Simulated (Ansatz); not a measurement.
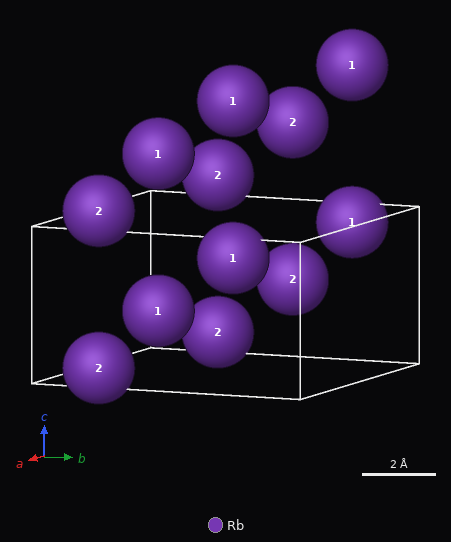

Figure 1. The structure as given in the input (spheres-only view of the cell 2 times as large as that of the calculation, set on its symmetry axes, repeated 1 × 1 × 2, seen slightly off an axis; atoms are numbered from 1 in the order of the input). An atom can appear more than once, as a periodic image.

Geometry relaxation, with input and output: Rb

The run: geometry relaxation of Rb (2 atoms in the cell). Method and program: DFT, PBE, PAW with Ansatz's default frozen-core files, scalar-relativistic, no spin polarisation (Ansatz 0.2.0).

Its volume is 0.76 times that of the source entry. It belongs to a series of runs on one base structure; here: shape and atoms relaxed at 0.76 of the volume. Figures and captions count atoms from 1; the log counts them from 0 in places.

Input:
```yaml
crystal:
  lattice:
    - [-4.0641485617, 4.0641485617, 2.1920705862]
    - [4.0641485617, -4.0641485617, 2.1920705862]
    - [4.0641485617, 4.0641485617, -2.1920705862]
  atoms:
    - { symbol: Rb, position: [-0.375, -0.125, -0.25] }
    - { symbol: Rb, position: [0.375, 0.125, 0.25] }
kpoints:
  mp_grid: { grid: [9, 9, 9] }
scf:
  occupations: { method: fermi_dirac, width: 0.08 }
hamiltonian:
  xc: pbe
  pseudopotentials: { kind: paw }
output:
  forces: true
  stress: true
relax:
  f_tol: 0.005
  max_steps: 30
  cell: { stress_tol: 0.15, fix: [volume] }
```

Machine: 1 thread of Arm Neoverse V1, 112 GiB of memory available, shared host.

Launched with:
```bash
ansatz run input.yaml --threads 1 --pin off --max-ram 2048MiB --backend cpu --events-out ev --progress --plain --runs-dir out
```

The program's output:
```
Engine: ansatz 0.2.0, aarch64-unknown-linux-gnu
Pseudopotentials: kind: paw
Pseudopotential: Rb, paw, valence charge 9, recommended cutoff 420 eV (normal), Rb.paw.azcp
Functional definition: PBE
  parameter kappa = 0.804
  parameter beta = 0.06672455060314922
  exchange = pbe_x(kappa = kappa, mu = beta*pi^2/3)
  correlation = pbe_c(beta = beta)
Crystal: 2 atoms, lattice volume = 144.828 Å³
Basis set: ecut = 420 eV, 2859 PW (Γ), exchange–correlation on 90×90×90 points (8 copies of the dense FFT grid, shifted against one another)
Bands: 13, of which v1, the nominal top of the filled ones, is band 9 counted from 1 (8 counted from 0)
Symmetry: 16 space group operations
Space group: I41/amd (ITA 141), of the structure as read, at distance tolerance 5.3e-5 Å
k-points: 75 of 729
Non-local potential: Rb, projectors of the file, l = 0: 3, l = 1: 2, l = 2: 2
PAW form: soft (Blöchl's): semilocal exchange-correlation on the pseudo side does not see the compensation charge
PAW one-centre angular grid: Rb, 110 points (default); XC on 64 Gauss nodes
Initial density: superposition of atomic densities (neutral atoms: chi_scale 0, normalization atom), corrected by the library's trained network
Initial wavefunctions: pseudopotential atomic-orbital guess
Functional: x = pbe(κ = 0.804, μ = 0.2195149727645171), c = pbe(β = 0.06672455060314922)
SCF iter   1: F=—  HF=-6534.474972 eV  |F-HF|=—  |Δ(HF+E_count)|=         —  Δρ=5.68e-4  dr2=4.22e-4  ethr=1.77e-3  ⟨swp⟩=7.6  Hψ=6550  notcnv=0
preconditioner: auto → Kerker (q_TF=auto, 1.927 Å⁻¹)  [metal: Δε(μ)=0.017 eV  Ē_g=2.418 eV  σ=0.080 eV  W_gap=0.05  n_scr=16 (ndim 8)  ℏωp=4.4 eV  f_vac=0.000  D(μ)=1.66/eV (n_scr^D=4)]
SCF iter   2: F=—  HF=-6534.475620 eV  |F-HF|=—  |Δ(HF+E_count)|=   6.48e-4  Δρ=3.25e-4  dr2=1.79e-4  ethr=2.34e-6  ⟨swp⟩=3.3  Hψ=2717  notcnv=0
SCF iter   3: F=—  HF=-6534.475685 eV  |F-HF|=—  |Δ(HF+E_count)|=   6.49e-5  Δρ=8.28e-5  dr2=1.68e-5  ethr=9.94e-7  ⟨swp⟩=2.9  Hψ=1748  notcnv=0
SCF iter   4: F=—  HF=-6534.475694 eV  |F-HF|=—  |Δ(HF+E_count)|=   8.89e-6  Δρ=3.69e-5  dr2=4.64e-6  ethr=9.33e-8  ⟨swp⟩=1.2  Hψ=989  notcnv=0
SCF iter   5: F=—  HF=-6534.475695 eV  |F-HF|=—  |Δ(HF+E_count)|=   9.86e-7  Δρ=1.06e-5  dr2=1.64e-7  ethr=2.58e-8  ⟨swp⟩=1.9  Hψ=1074  notcnv=0
SCF iter   6: F=-6534.475695 eV  HF=-6534.475695 eV  |F-HF|=3.69e-9  |Δ(HF+E_count)|=   2.43e-7  Δρ=2.02e-6  dr2=4.79e-9  ethr=5.56e-10  ⟨swp⟩=5.0  Hψ=3878  notcnv=0
SCF 1 converged in 6 iterations: F = -6534.475695 eV  dr2 = 4.79e-9
  greatest PAW one-centre occupation: 0.975 electrons in one spin orbital (limit 2), on the Rb atom at site 1 (counted from 0), in its partial waves of l = 0
relax step   1: F+E_penalty+E_count = -6534.47569541 eV  Δ(F+E_penalty+E_count) = +0.000e0 eV  max|allowed force component| = 8.674e-19 eV/Å  Δτ_max = 0.0000 Å  P = +1.104 GPa  Ω = 144.828 Å³  fix = [volume]  reactions: volume +1.104 GPa  (6 SCF iters, dr2 threshold 1.00e-7 eV, accepted)
Initial density: handed on by an earlier stage of this run
Initial wavefunctions: pseudopotential atomic-orbital guess (no wavefunctions were taken with the density)
iter 1 solved again at ethr=2.20e-7 eV; its pass at ethr=3.10e-3 eV (dr2=3.97e-5 eV) is discarded
SCF iter   1: F=—  HF=-6534.475688 eV  |F-HF|=—  |Δ(HF+E_count)|=         —  Δρ=2.09e-6  dr2=5.03e-9  ethr=2.20e-7  ⟨swp⟩=3.7  Hψ=9887  notcnv=0
eigensolver tolerance schedule: the retry pair's looser diagonalisation over-reported the residual by 7884.95 of it (diagonalisation noise at 1.28 of the residual, at the tolerance the schedule requests for it); recorded, not acted on — ethr = c·dr2/N_el stays at c = 1.0e-1
preconditioner: auto → Kerker (q_TF=auto, 1.927 Å⁻¹)  [metal: Δε(μ)=0.017 eV  Ē_g=2.419 eV  σ=0.080 eV  W_gap=0.05  n_scr=16 (ndim 8)  ℏωp=4.4 eV  f_vac=0.000  D(μ)=1.66/eV (n_scr^D=4)]
SCF iter   2: F=—  HF=-6534.475695 eV  |F-HF|=—  |Δ(HF+E_count)|=   7.86e-6  Δρ=1.20e-6  dr2=2.13e-9  ethr=2.80e-11  ⟨swp⟩=3.0  Hψ=2213  notcnv=0
SCF iter   3: F=—  HF=-6534.475695 eV  |F-HF|=—  |Δ(HF+E_count)|=   2.11e-9  Δρ=3.84e-7  dr2=4.20e-10  ethr=1.19e-11  ⟨swp⟩=2.8  Hψ=1422  notcnv=0
SCF iter   4: F=-6534.475695 eV  HF=-6534.475695 eV  |F-HF|=4.55e-12  |Δ(HF+E_count)|=  4.17e-10  Δρ=1.73e-7  dr2=9.54e-11  ethr=1.00e-12  ⟨swp⟩=4.8  Hψ=3438  notcnv=0
SCF 2 converged in 4 iterations: F = -6534.475695 eV  dr2 = 9.54e-11
relax step   2: F+E_penalty+E_count = -6534.47569541 eV  Δ(F+E_penalty+E_count) = -1.176e-9 eV  max|allowed force component| = 8.674e-19 eV/Å  Δτ_max = 0.0000 Å  P = +1.104 GPa  Ω = 144.828 Å³  fix = [volume]  reactions: volume +1.104 GPa  stress off target by 6.21e-2 GPa on what of the cell is left free  SCF on the basis re-selected at this cell (its energy is not comparable with the rows above)  (4 SCF iters)
```

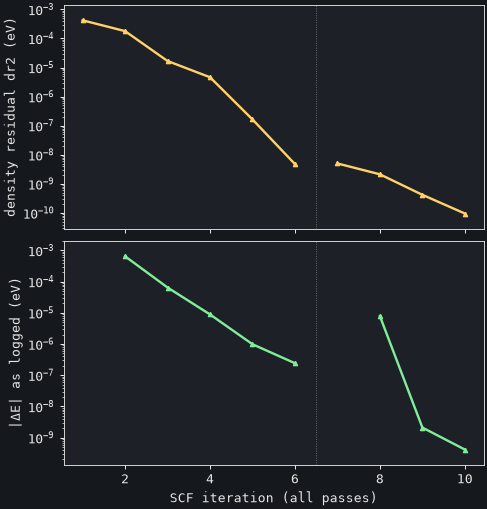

Figure 2. Convergence of the self-consistent field: density residual dr2 and size of the energy change against the SCF iteration. The dotted lines part the SCF passes of the relaxation: geometry steps, rejected trials and re-solves on a re-selected basis. The passes take 6 and 4 iterations.

```
basis re-selected at this cell: Δ(F+E_penalty+E_count) = -1.176e-9 eV, ΔP = +0.000 GPa vs the last step (what re-selecting the basis moved, of the pressure what is left beyond the Pulay correction that the steps carried, after the strain that the cell walked since its last selection, with what the two solves' SCF thresholds leave and, on support functions, any second-order correction that the steps lacked; it is no measure of the basis error at this ecutwfc). This SCF's stress stands 6.21e-2 GPa from its target on what of the cell is left free (relax.cell.stress_tol is 1.50e-1 GPa) and its largest allowed force component is 8.67e-19 eV/Å (relax.f_tol is 5.00e-3 eV/Å): within both
SCF converged after 4 iterations
Free energy (F): -6534.475695 eV
Harris-Foulkes:  -6534.475695 eV  (|F-HF|=4.55e-12)
Internal energy: -6534.440662 eV  (E = F + TS)
E sigma→0 (E₀):  -6534.458179 eV
Entropy (-TS):   -0.035034 eV (-17.517 meV/atom)
Fermi energy:    3.041777 eV
--- Per-component energies (eV) ---
  E_band       = -219.095344
  E_kinetic    = 382.687850
  E_local      = -1335.156736  (includes V_loc(G=0)·N_el)
  E_nonlocal   = 347.720203
  E_hartree    = 365.487556
  E_xc         = -259.236102
  E_vxc        = -271.292284  (∫ρ·V_xc dr)
  E_paw        = -5236.129592  (= ΣΔE_a)
  E_vpaw       = -74.029454  (= ΣTr[D̂ρ^β])
  E_aug_tail   = -0.000002  (compensation charges beyond the density's cutoff)
  E_ewald      = -799.813839
  E_smearing   = -0.035034  (= −TS)
  E_closure    = -0.000000  (closes the sum)
  Σ components = -6534.475695   (vs F -6534.475695, Δ=0.00e0)
--- Forces (eV/Å), atoms counted from 1 ---
  atom   1  Rb     0.00000000     0.00000000     0.00000000
  atom   2  Rb    -0.00000000     0.00000000     0.00000000
  max |Σ_I F_I| component: 2.17e-19 eV/Å
--- Stress (GPa, compression-positive) ---
        1.072945       0.000000      -0.000000
        0.000000       1.072945      -0.000000
       -0.000000      -0.000000       1.166056
  P = ⅓ Tr σ = 1.1040 GPa (11.040 kbar)
--- Relaxed structure (1 steps of the walk, 1 accepted, 1 SCFs on fresh bases) ---
  F+E_penalty+E_count = -6534.47569541 eV   max|allowed force component| = 8.674e-19 eV/Å   (the final SCF, on the basis selected at the relaxed cell)
  cell:  # Å, volume = 144.8284 Å³
    - [-4.0641485617, 4.0641485617, 2.1920705862]
    - [4.0641485617, -4.0641485617, 2.1920705862]
    - [4.0641485617, 4.0641485617, -2.1920705862]
  atoms:
    - { symbol: Rb, position: [-0.375, -0.125, -0.25] }
    - { symbol: Rb, position: [0.375, 0.125, 0.25] }
```

Trajectory as extended XYZ (Å, eV, eV/Å), 2 frames, from step=1 to step=2:
```
2
Lattice="-4.0641 4.0641 2.1921 4.0641 -4.0641 2.1921 4.0641 4.0641 -2.1921" Properties=species:S:1:pos:R:3:forces:R:3 step=1 energy=-6534.47570 pressure_GPa=1.10
Rb    0.0000   -2.0321   -0.5480    0.0000   0.0000   0.0000
Rb    0.0000    2.0321    0.5480    0.0000   0.0000   0.0000
2
Lattice="-4.0641 4.0641 2.1921 4.0641 -4.0641 2.1921 4.0641 4.0641 -2.1921" Properties=species:S:1:pos:R:3:forces:R:3 step=2 energy=-6534.47570 pressure_GPa=1.10
Rb    0.0000   -2.0321   -0.5480    0.0000   0.0000   0.0000
Rb    0.0000    2.0321    0.5480    0.0000   0.0000   0.0000
```

Summary:

| quantity | value |
| --- | --- |
| outcome | converged |
| space group (tolerance 0.01 Å) | I4₁/amd (141) |
| electrons treated | 18 |
| free energy | −6534.4757 eV |
| Fermi energy | 3.042 eV |
| pressure | 1.10 GPa |
| final volume | 144.83 Å³ |
| largest force (length of the vector) at the end | under 0.001 eV/Å |
| final cell | a = 6.151 Å, b = 6.151 Å, c = 6.151 Å, α = 97.30°, β = 97.30°, γ = 138.25° |
| wall time | 13 s |
| peak memory | 0.42 GiB |
